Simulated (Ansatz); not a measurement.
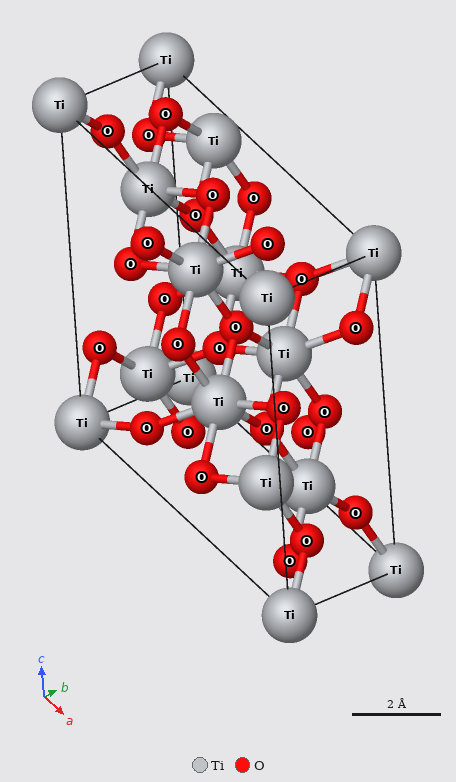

Figure 1. The structure as given in the input (ball-and-stick view of the cell of the calculation, seen slightly off an axis).

**TiO2: single-point calculation**

System: TiO2 (I4₁/amd, 30 atoms in the cell).
Method: DFT PBE, scalar-relativistic, plane waves, PAW, no spin polarisation (Ansatz 0.2.0).

The structure derives from a Materials Project entry. It belongs to a series of runs on one base structure; here: the perfect crystal in a cell of 30 atoms.

### The input
```yaml
crystal:
  lattice:
    - [-1.8996000593, -5.6988001778, 4.8488720583]
    - [-5.6988001778, 1.8996000593, -4.8488720583]
    - [5.6988001778, -1.8996000593, -4.8488720583]
  atoms:
    - { symbol: Ti, position: [0.4, 0.8, 0.6] }
    - { symbol: Ti, position: [0.0, 0.0, 0.0] }
    - { symbol: Ti, position: [0.2, 0.4, 0.8] }
    - { symbol: Ti, position: [0.8, 0.6, 0.2] }
    - { symbol: Ti, position: [0.6, 0.2, 0.4] }
    - { symbol: Ti, position: [0.5, 0.25, 0.75] }
    - { symbol: Ti, position: [0.1, 0.45, 0.15] }
    - { symbol: Ti, position: [0.3, 0.85, 0.95] }
    - { symbol: Ti, position: [0.9, 0.05, 0.35] }
    - { symbol: Ti, position: [0.7, 0.65, 0.55] }
    - { symbol: O, position: [0.5, 0.043518464, 0.543518464] }
    - { symbol: O, position: [0.1, 0.243518464, 0.943518464] }
    - { symbol: O, position: [0.3, 0.643518464, 0.743518464] }
    - { symbol: O, position: [0.9, 0.843518464, 0.143518464] }
    - { symbol: O, position: [0.7, 0.443518464, 0.343518464] }
    - { symbol: O, position: [0.4, 0.593518464, 0.393518464] }
    - { symbol: O, position: [1.0, 0.793518464, 0.793518464] }
    - { symbol: O, position: [0.2, 0.193518464, 0.593518464] }
    - { symbol: O, position: [0.8, 0.393518464, 0.993518464] }
    - { symbol: O, position: [0.6, 0.993518464, 0.193518464] }
    - { symbol: O, position: [0.5, 0.456481536, 0.956481536] }
    - { symbol: O, position: [0.1, 0.656481536, 0.356481536] }
    - { symbol: O, position: [0.3, 0.056481536, 0.156481536] }
    - { symbol: O, position: [0.9, 0.256481536, 0.556481536] }
    - { symbol: O, position: [0.7, 0.856481536, 0.756481536] }
    - { symbol: O, position: [0.8, 0.806481536, 0.406481536] }
    - { symbol: O, position: [0.4, 0.006481536, 0.806481536] }
    - { symbol: O, position: [0.6, 0.406481536, 0.606481536] }
    - { symbol: O, position: [0.2, 0.606481536, 0.006481536] }
    - { symbol: O, position: [0.0, 0.206481536, 0.206481536] }
basis:
  ecutwfc: 420
  xc_grid: 2
kpoints:
  mp_grid: { grid: [2, 2, 2], shift: [0.5, 0.5, 0.5] }
hamiltonian:
  xc: pbe
scf:
  occupations: { method: gaussian, width: 0.02 }
output:
  forces: true
  stress: true
  eigenvalues: true
  write_density: true
  write_potential: true
  elf: true
  volumetric_format: npy
```

Hardware: 8 threads of Arm Neoverse V1, 24 GiB of memory available, shared host.

Launch command:
```bash
ansatz run input.yaml --threads 8 --pin off --max-ram 16384MiB --backend cpu --events-out ev --progress --plain --runs-dir out
```

### Log
```
Engine: ansatz 0.2.0, aarch64-unknown-linux-gnu
Pseudopotentials: kind: paw
Pseudopotential: Ti, paw, valence charge 12, recommended cutoff 420 eV (normal), Ti.paw.azcp
Pseudopotential: O, paw, valence charge 6, recommended cutoff 420 eV (normal), O.paw.azcp
Functional definition: PBE
  parameter kappa = 0.804
  parameter beta = 0.06672455060314922
  exchange = pbe_x(kappa = kappa, mu = beta*pi^2/3)
  correlation = pbe_c(beta = beta)
Crystal: 30 atoms, lattice volume = 349.941 Å³
Basis set: ecut = 420 eV, 6805 PW (Γ), exchange–correlation on 108×108×108 points (8 copies of the dense FFT grid, shifted against one another)
Bands: 150, of which v1, the nominal top of the filled ones, is band 120 counted from 1 (119 counted from 0)
Symmetry: 40 space group operations
Space group: I41/amd (ITA 141), of the structure as read, at distance tolerance 7.0e-5 Å
k-points: 3 of 8
Non-local potential: Ti, projectors of the file, l = 0: 3, l = 1: 2, l = 2: 3, l = 3: 1
Non-local potential: O, projectors of the file, l = 0: 2, l = 1: 2, l = 2: 1
PAW form: soft (Blöchl's): semilocal exchange-correlation on the pseudo side does not see the compensation charge
PAW one-centre angular grid: Ti, 590 points (default); XC on 64 Gauss nodes
PAW one-centre angular grid: O, 110 points (default); XC on 64 Gauss nodes
Initial density: superposition of atomic densities (neutral atoms: chi_scale 0, normalization atom), corrected by the library's trained network
Initial wavefunctions: pseudopotential atomic-orbital guess
Functional: x = pbe(κ = 0.804, μ = 0.2195149727645171), c = pbe(β = 0.06672455060314922)
SCF iter   1: F=—  HF=-36387.476742 eV  |F-HF|=—  |Δ(HF+E_count)|=         —  Δρ=3.28e-3  dr2=1.19e-2  ethr=1.77e-3  ⟨swp⟩=4.7  Hψ=1642  notcnv=0  defer=16
preconditioner: auto → Resta (q_TF=auto, 2.562 Å⁻¹)  ε∞=8.0  [insulator: Δε(μ)=2.326 eV  Ē_g=9.506 eV  σ=0.020 eV  W_gap=1.00  n_scr=102 (ndim 8)  ℏωp=25.1 eV  f_vac=0.108  D(μ)=0.00/eV (n_scr^D=0)  ε∞_Penn≈8.0]
SCF iter   2: F=—  HF=-36387.483505 eV  |F-HF|=—  |Δ(HF+E_count)|=   6.76e-3  Δρ=1.78e-3  dr2=3.68e-3  ethr=4.97e-6  ⟨swp⟩=2.0  Hψ=727  notcnv=0  defer=69
SCF iter   3: F=—  HF=-36387.486315 eV  |F-HF|=—  |Δ(HF+E_count)|=   2.81e-3  Δρ=8.85e-4  dr2=1.44e-3  ethr=1.53e-6  ⟨swp⟩=2.0  Hψ=597  notcnv=0  defer=69
SCF iter   4: F=—  HF=-36387.487143 eV  |F-HF|=—  |Δ(HF+E_count)|=   8.28e-4  Δρ=1.42e-4  dr2=5.37e-5  ethr=6.00e-7  ⟨swp⟩=2.0  Hψ=555  notcnv=0  defer=69
SCF iter   5: F=—  HF=-36387.486920 eV  |F-HF|=—  |Δ(HF+E_count)|=   2.23e-4  Δρ=5.33e-5  dr2=7.62e-6  ethr=2.24e-8  ⟨swp⟩=2.0  Hψ=617  notcnv=0  defer=69
SCF iter   6: F=—  HF=-36387.486925 eV  |F-HF|=—  |Δ(HF+E_count)|=   5.02e-6  Δρ=1.34e-5  dr2=4.43e-7  ethr=3.18e-9  ⟨swp⟩=2.0  Hψ=601  notcnv=0  defer=69
SCF iter   7: F=-36387.486926 eV  HF=-36387.486926 eV  |F-HF|=2.95e-8  |Δ(HF+E_count)|=   1.10e-6  Δρ=3.17e-6  dr2=2.42e-8  ethr=4.17e-11  ⟨swp⟩=13.7  Hψ=2996  notcnv=0
SCF 1 converged in 7 iterations: F = -36387.486926 eV  dr2 = 2.42e-8
  greatest PAW one-centre occupation: 0.999 electrons in one spin orbital (limit 2), on the Ti atom at site 9 (counted from 0), in its partial waves of l = 0
```

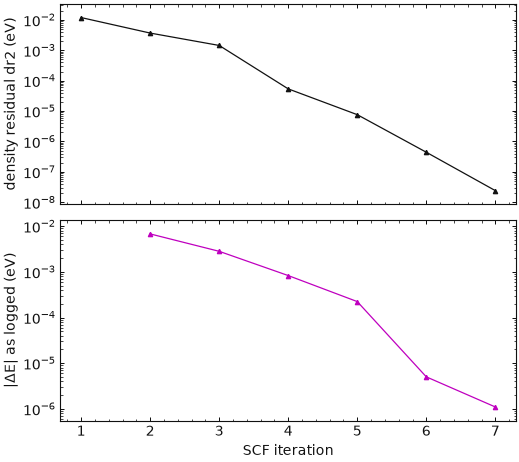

Figure 2. Convergence of the self-consistent field: density residual dr2 and size of the energy change against the SCF iteration. The residual falls at every step.

```
SCF converged after 7 iterations
Free energy (F): -36387.486926 eV
Harris-Foulkes:  -36387.486926 eV  (|F-HF|=2.95e-8)
Internal energy: -36387.486926 eV  (E = F + TS)
E sigma→0 (E₀):  -36387.486926 eV
Fermi energy:    8.031125 eV
--- Per-component energies (eV) ---
  E_band       = -2356.416568
  E_kinetic    = 6224.373504
  E_local      = -18080.328016  (includes V_loc(G=0)·N_el)
  E_nonlocal   = 981.821983
  E_hartree    = 7005.212413
  E_xc         = -2460.519394
  E_vxc        = -3115.629132  (∫ρ·V_xc dr)
  E_paw        = -13608.655040  (= ΣΔE_a)
  E_vpaw       = -2377.134821  (= ΣTr[D̂ρ^β])
  E_aug_tail   = 0.050776  (compensation charges beyond the density's cutoff)
  E_ewald      = -16449.443150
  E_smearing   = -0.000000  (= −TS)
  E_closure    = -0.000000  (closes the sum)
  Σ components = -36387.486926   (vs F -36387.486926, Δ=0.00e0)
--- Forces (eV/Å), atoms counted from 1 ---
  atom   1  Ti     0.00000000    -0.00000000    -0.00000000
  atom   2  Ti     0.00000000    -0.00000000    -0.00000000
  atom   3  Ti     0.00000000    -0.00000000    -0.00000000
  atom   4  Ti     0.00000000    -0.00000000    -0.00000000
  atom   5  Ti     0.00000000    -0.00000000    -0.00000000
  atom   6  Ti    -0.00000000     0.00000000     0.00000000
  atom   7  Ti    -0.00000000     0.00000000     0.00000000
  atom   8  Ti    -0.00000000     0.00000000     0.00000000
  atom   9  Ti    -0.00000000     0.00000000     0.00000000
  atom  10  Ti    -0.00000000     0.00000000     0.00000000
  atom  11  O     -0.00000000     0.00000000    -0.00171286
  atom  12  O     -0.00000000     0.00000000    -0.00171286
  atom  13  O     -0.00000000     0.00000000    -0.00171286
  atom  14  O     -0.00000000     0.00000000    -0.00171286
  atom  15  O     -0.00000000     0.00000000    -0.00171286
  atom  16  O     -0.00000000     0.00000000    -0.00171286
  atom  17  O     -0.00000000     0.00000000    -0.00171286
  atom  18  O     -0.00000000     0.00000000    -0.00171286
  atom  19  O     -0.00000000     0.00000000    -0.00171286
  atom  20  O     -0.00000000     0.00000000    -0.00171286
  atom  21  O      0.00000000    -0.00000000     0.00171286
  atom  22  O      0.00000000    -0.00000000     0.00171286
  atom  23  O      0.00000000    -0.00000000     0.00171286
  atom  24  O      0.00000000    -0.00000000     0.00171286
  atom  25  O      0.00000000    -0.00000000     0.00171286
  atom  26  O      0.00000000    -0.00000000     0.00171286
  atom  27  O      0.00000000    -0.00000000     0.00171286
  atom  28  O      0.00000000    -0.00000000     0.00171286
  atom  29  O      0.00000000    -0.00000000     0.00171286
  atom  30  O      0.00000000    -0.00000000     0.00171286
  max |Σ_I F_I| component: 8.67e-19 eV/Å
--- Stress (GPa, compression-positive) ---
        0.007624       0.000000       0.000000
       -0.000000       0.007624      -0.000000
        0.000000      -0.000000       0.040239
  P = ⅓ Tr σ = 0.0185 GPa (0.185 kbar)
--- Band table (eV) ---
  k-point 0: bands = ["-49.4181", "-49.4181", "-49.4181", "-49.4181", "-49.4012", "-49.4012", "-49.3891", "-49.3891", "-49.3891", "-49.3891", "-25.8331", "-25.8331", "-25.8331", "-25.8331", "-25.8326", "-25.8326", "-25.7428", "-25.7428", "-25.7428", "-25.7428", "-25.7005", "-25.7005", "-25.6714", "-25.6714", "-25.6714", "-25.6714", "-25.6222", "-25.6222", "-25.6222", "-25.6222", "-25.5799", "-25.5799", "-25.5799", "-25.5799", "-25.5508", "-25.5508", "-25.5424", "-25.5424", "-25.5424", "-25.5424", "-10.1028", "-10.1028", "-10.1028", "-10.1028", "-9.3978", "-9.3978", "-9.3978", "-9.3978", "-9.3478", "-9.3478", "-9.3478", "-9.3478", "-9.2608", "-9.2608", "-9.0630", "-9.0630", "-9.0630", "-9.0630", "-8.9542", "-8.9542", "2.4453", "2.4453", "2.4453", "2.4453", "2.7719", "2.7719", "2.8134", "2.8134", "3.0926", "3.0926", "3.0926", "3.0926", "3.2921", "3.2921", "3.3231", "3.3231", "3.3231", "3.3231", "3.5274", "3.5274", "3.5274", "3.5274", "4.1109", "4.1109", "4.1825", "4.1825", "4.1825", "4.1825", "4.5565", "4.5565", "4.5565", "4.5565", "4.9802", "4.9802", "4.9802", "4.9802", "5.3988", "5.3988", "5.3988", "5.3988", "5.4246", "5.4246", "5.5616", "5.5616", "5.5616", "5.5616", "5.9801", "5.9801", "5.9801", "5.9801", "6.3219", "6.3219", "6.3219", "6.3219", "6.5273", "6.5273", "6.5273", "6.5273", "6.7308", "6.7308", "9.9359", "9.9359", "9.9359", "9.9359", "10.1780", "10.1780", "10.1780", "10.1780", "10.3774", "10.3774", "10.3774", "10.3774", "10.4299", "10.4299", "10.4673", "10.4673", "10.5960", "10.5960", "10.5960", "10.5960", "10.6867", "10.6867", "10.6867", "10.6867", "11.1616", "11.1616", "11.1616", "11.1616", "11.7558", "11.7558"]
  k-point 1: bands = ["-49.4269", "-49.4160", "-49.4136", "-49.4060", "-49.4056", "-49.4024", "-49.3984", "-49.3904", "-49.3902", "-49.3814", "-25.8680", "-25.8566", "-25.8503", "-25.8260", "-25.7985", "-25.7798", "-25.7587", "-25.7568", "-25.7300", "-25.6962", "-25.6958", "-25.6906", "-25.6797", "-25.6705", "-25.6682", "-25.6633", "-25.6620", "-25.6526", "-25.6422", "-25.6155", "-25.5916", "-25.5796", "-25.5785", "-25.5720", "-25.5682", "-25.5640", "-25.5478", "-25.5360", "-25.5242", "-25.5117", "-10.3663", "-10.0561", "-9.9476", "-9.7920", "-9.7155", "-9.5553", "-9.4407", "-9.3911", "-9.3434", "-9.3128", "-9.3128", "-9.2327", "-9.1832", "-9.1195", "-9.1126", "-9.0924", "-9.0725", "-9.0503", "-9.0311", "-8.9497", "2.3877", "2.4252", "2.4688", "2.6315", "2.6449", "2.6712", "2.7153", "2.8490", "2.8949", "3.0627", "3.0639", "3.0715", "3.2463", "3.3093", "3.3241", "3.4417", "3.4558", "3.4634", "3.5680", "3.6425", "3.6754", "3.9513", "3.9689", "4.0457", "4.0462", "4.2617", "4.2640", "4.3271", "4.4127", "4.4396", "4.5449", "4.5999", "4.7199", "4.8936", "4.9387", "4.9734", "5.0434", "5.0623", "5.1600", "5.1682", "5.5230", "5.6361", "5.6716", "5.6948", "5.8349", "5.8785", "5.9011", "5.9504", "6.0171", "6.1311", "6.1391", "6.2086", "6.2755", "6.3931", "6.4038", "6.4375", "6.6875", "6.7114", "6.7995", "6.8718", "9.7716", "9.8882", "9.9384", "9.9604", "10.0210", "10.0853", "10.1331", "10.2160", "10.2397", "10.3188", "10.3232", "10.4003", "10.4118", "10.4571", "10.4677", "10.4832", "10.5518", "10.5625", "10.5855", "10.5909", "10.6904", "10.7227", "11.0022", "11.0116", "11.2841", "11.2877", "11.3055", "11.3514", "11.4187", "11.5283"]
  k-point 2: bands = ["-49.4233", "-49.4138", "-49.4138", "-49.4138", "-49.4138", "-49.3914", "-49.3914", "-49.3914", "-49.3914", "-49.3867", "-25.8401", "-25.8401", "-25.8401", "-25.8401", "-25.8201", "-25.7750", "-25.7750", "-25.7750", "-25.7750", "-25.6874", "-25.6874", "-25.6874", "-25.6874", "-25.6664", "-25.6664", "-25.6469", "-25.6469", "-25.6469", "-25.6469", "-25.5813", "-25.5813", "-25.5756", "-25.5756", "-25.5756", "-25.5756", "-25.5690", "-25.5375", "-25.5375", "-25.5375", "-25.5375", "-10.4199", "-9.8607", "-9.8607", "-9.8607", "-9.8607", "-9.6664", "-9.4850", "-9.2633", "-9.2633", "-9.2633", "-9.2633", "-9.1885", "-9.1885", "-9.1885", "-9.1885", "-9.1868", "-9.0175", "-9.0175", "-9.0175", "-9.0175", "2.4392", "2.4392", "2.4392", "2.4392", "2.7664", "2.7664", "2.7664", "2.7664", "3.2342", "3.2342", "3.2434", "3.2482", "3.2482", "3.2482", "3.2482", "3.4048", "3.4224", "3.4224", "3.4224", "3.4224", "3.6803", "3.6803", "3.6803", "3.6803", "4.1617", "4.1617", "4.1617", "4.1617", "4.5876", "4.5876", "4.5876", "4.5876", "4.9944", "4.9944", "5.0641", "5.0641", "5.0641", "5.0641", "5.3280", "5.3280", "5.3280", "5.3280", "5.3884", "5.8920", "5.9184", "5.9184", "5.9393", "5.9393", "5.9393", "5.9393", "6.3804", "6.3804", "6.3804", "6.3804", "6.6110", "6.6110", "6.6110", "6.6110", "6.7617", "6.7617", "9.1903", "9.6623", "10.0044", "10.0044", "10.0044", "10.0044", "10.1373", "10.1373", "10.1373", "10.1373", "10.4741", "10.4741", "10.4741", "10.4741", "10.5867", "10.5867", "10.5867", "10.5867", "10.7525", "10.7525", "11.1229", "11.1229", "11.1229", "11.1229", "11.1666", "11.1666", "11.2626", "11.2626", "11.2626", "11.2626"]
```

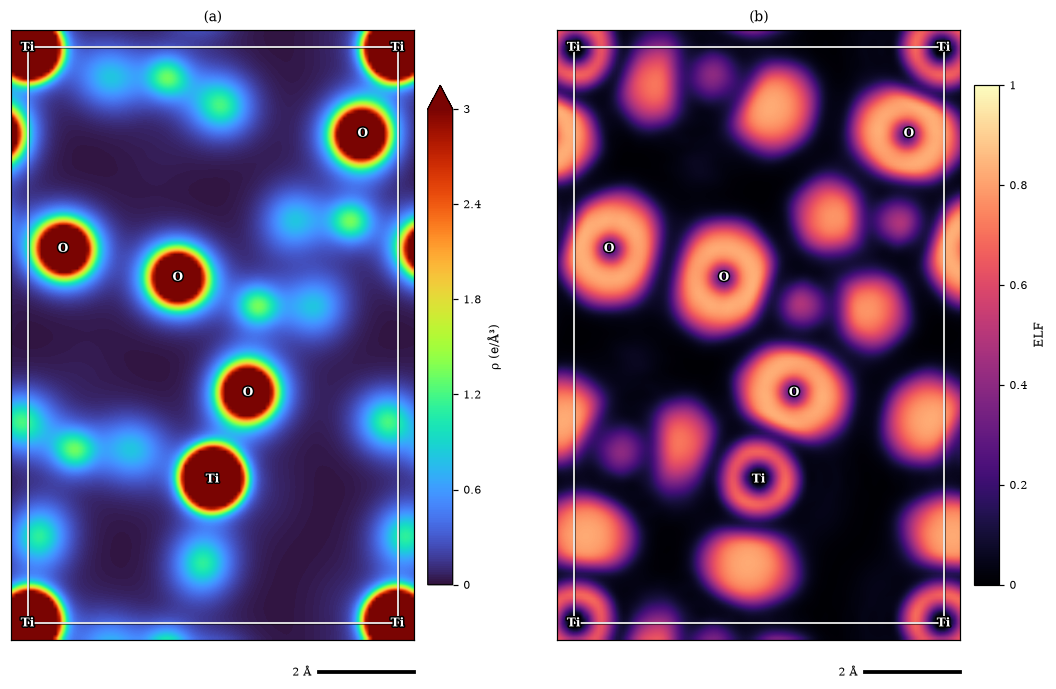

Figure 3. (a) valence charge density (pseudo); (b) electron localisation function on the (011) plane of the calculation cell. The section cuts through Ti and O sites. Ti–O (1.95 Å): ρ at the midpoint is about 0.72 e/Å³; the ELF is about 0.20 at the midpoint. Away from the nuclei the density in this plane falls to 0.02 e/Å³ at its lowest. The strong features right at Ti lie inside the PAW spheres (semicore, d or f shells) and say nothing about bonding. Core electrons are frozen (PAW), so the fields are smoothed inside the atomic spheres.

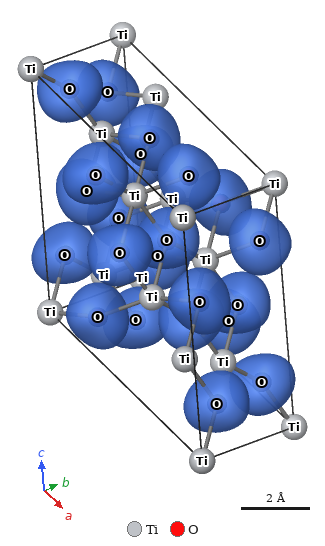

Figure 4. Isosurface of the ELF at 0.6 (blue), seen slightly off an axis. Core shells and regions of very low density are left out. Sticks mark near contacts. The outline is the calculation cell. Values along the shortest contacts: Ti–O (1.95 Å): the ELF is about 0.20 at the midpoint. Ti–O (2.00 Å): the ELF is about 0.20 at the midpoint.

### Summary

| quantity | value |
| --- | --- |
| outcome | converged |
| space group (tolerance 0.01 Å) | I4₁/amd (141) |
| electrons treated | 240 |
| free energy | −36387.4869 eV |
| Fermi energy | 8.031 eV |
| gap on the k-point mesh | 2.32 eV |
| pressure | 0.02 GPa |
| largest force (length of the vector) | 0.002 eV/Å |
| wall time | 3.7 s (CPU time 21 s) |
| peak memory | 1 GiB |
